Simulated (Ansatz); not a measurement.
The structure in question:

```yaml
crystal:
  lattice:
    - [2.35533, 0.00000, 0.00000]
    - [-1.17767, 2.03978, 0.00000]
    - [0.00000, 0.00000, 11.53871]
  atoms:
    - { symbol: Ge, position: [0.00000, 0.00000, 0.00000] }
    - { symbol: Ge, position: [0.66667, 0.33333, 0.33333] }
    - { symbol: Ge, position: [0.33333, 0.66667, 0.66667] }
```

### Summarise the structure in words.

The element is germanium. Space group: R-3m (No. 166). Lattice: rhombohedral (trigonal R). The cell holds three atoms. Each Ge atom is coordinated by six Ge at 2.36 Å. The bonds build Ge layers parallel to (001).

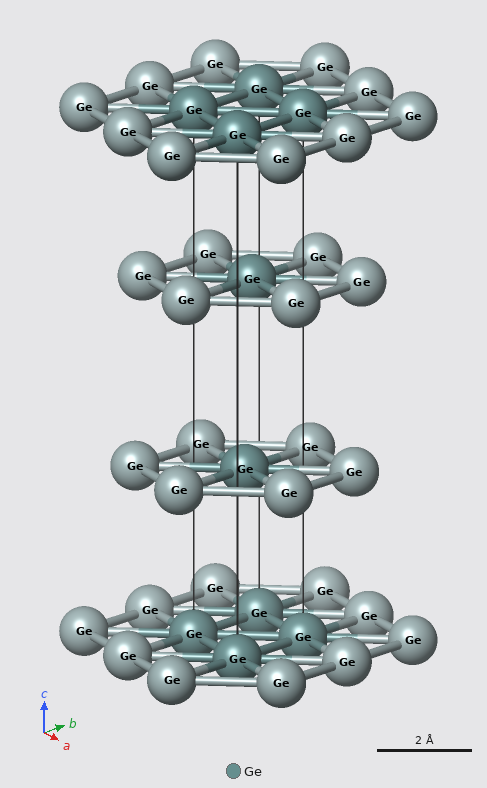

Crystal structure, ball-and-stick style, seen slightly off an axis. The conventional unit cell is drawn as a box. The bonded neighbours beyond the faces are included, in fainter colours.

The initial geometry was a structure listed in the Materials Project. The cell was then strained or its atoms displaced on purpose. A calculation with Ansatz used it as input.

At this level of theory the cell isn't at rest (compressed, at 44 GPa), so its distances can differ from those at equilibrium, the more so the softer the solid.
